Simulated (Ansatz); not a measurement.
```
Al Ni
1.0
     5.00912    0.00000    0.00000
    -2.50456    4.33802    0.00000
     0.00000    0.00000    4.04026
Al Ni
2 6
Direct
  0.66667 0.33333 0.25000
  0.33333 0.66667 0.75000
  0.32852 0.16426 0.75000
  0.83574 0.16426 0.75000
  0.83574 0.67148 0.75000
  0.67148 0.83574 0.25000
  0.16426 0.83574 0.25000
  0.16426 0.32852 0.25000
```

Space group P6₃/mmc; a structure from a database of computed crystals, not necessarily the ambient phase; spin-polarised.

All numbers below come from DFT PBEsol, scalar-relativistic, plane waves, PAW (Ansatz).

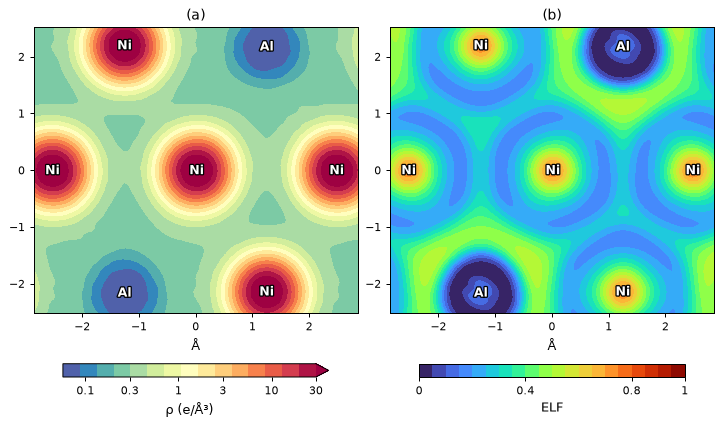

AlNi$_{3}$. (a) valence charge density (pseudo); (b) ELF on the (001) plane of the conventional cell.

The density is the valence pseudo-density of a PAW calculation; it isn't the true density close to the nuclei.

Q: Interpret the plot.

A:
- Atoms in the plane: Al and Ni.
- Ni–Ni (2.47 Å): the density is about 0.35 e/Å³ at the midpoint; the ELF is about 0.25 at the midpoint: no shared electron pair shows on this line.
- Al–Ni (2.50 Å): ρ at the midpoint is about 0.3 e/Å³; the ELF is about 0.40 at the midpoint.
- Ni–Ni (2.54 Å): ρ is about 0.34 e/Å³ halfway; the ELF is about 0.30 at the midpoint (no shared electron pair shows on this line).
- Between the atoms the lowest density in this plane is 0.23 e/Å³.
- The features right at Ni lie inside the PAW spheres, where the map follows smoothed inner orbitals and isn't to be read closely.

Q: Does the calculation make it a metal, or give it a gap?

A: It is metallic or semimetallic at this level of theory: no gap opens.
